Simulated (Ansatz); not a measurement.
System: SiC, space group P6_3mc (No. 186).

Structure:
```
CELL_PARAMETERS angstrom
3.07600 0.00000 0.00000
-1.53800 2.66390 0.00000
0.00000 0.00000 5.04800
ATOMIC_POSITIONS crystal
Si 0.33333 0.66667 0.00000
Si 0.66667 0.33333 0.50000
C 0.33333 0.66667 0.38500
C 0.66667 0.33333 0.88500
```

Input of one of the runs behind the figure:
```
crystal:
  lattice:
    - [3.0963696491, 0.0, 0.0]
    - [-1.5481848246, 2.6815347757, 0.0]
    - [0.0, 0.0, 5.0814314379]
  atoms:
    - { symbol: Si, position: [0.3333333333, 0.6666666667, 0.0] }
    - { symbol: Si, position: [0.6666666667, 0.3333333333, 0.5] }
    - { symbol: C, position: [0.3333333333, 0.6666666667, 0.385] }
    - { symbol: C, position: [0.6666666667, 0.3333333333, 0.885] }
kpoints:
  mp_grid: { grid: [15, 15, 8] }
scf:
  occupations: { method: fermi_dirac, width: 0.08 }
hamiltonian:
  xc: pbe
  pseudopotentials: { kind: all_electron, datasets: crystal }
output:
  forces: true
  stress: true
  eigenvalues: true
  efg: { contact_densities: true }
```

Command:
```bash
ansatz run input.yaml --threads 1 --pin off --max-ram 4096MiB --backend cpu --events-out ev --progress --plain --runs-dir out
```

How it was computed, with Ansatz 0.2.0: periodic Kohn-Sham DFT of a crystal at fixed atoms, scaled to the stated factor times the given cell; pressure positive in compression. Level: PBE.

method all-electron PAW; relativity scalar; k mesh 15×15×8; occupations Fermi–Dirac; smearing width 0.08 eV; nucleus Gaussian.

V(given) is 10.34 Å³/atom.

Predict the pressure and largest field gradient Vzz against V/V(given). The V/V(given) takes the values 0.96, 0.99, 1.02, 1.06.

The pressure falls from 13.7 GPa at V/V(given) 0.96 to −8.1 GPa at 1.06, and changes sign near 1.02. The largest field gradient Vzz falls from 1.712 1e21 V/m² at V/V(given) 0.96 to 1.559 1e21 V/m² at 1.06.

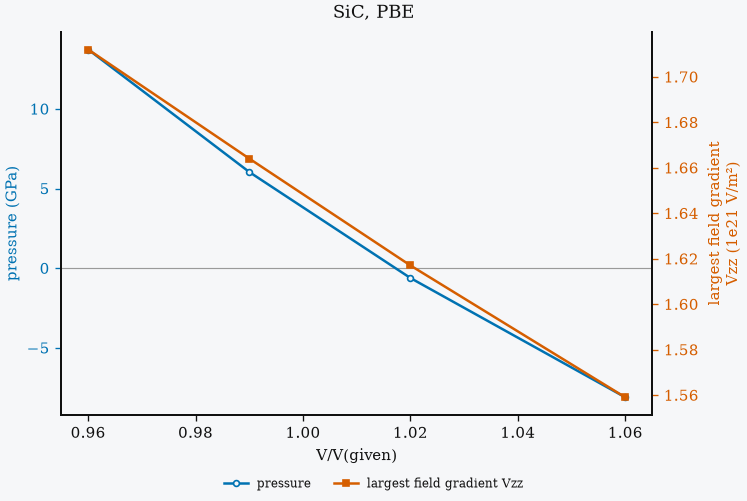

Note: shape and atomic fractions are frozen while scaling, which makes layered, chain and framework solids too stiff.
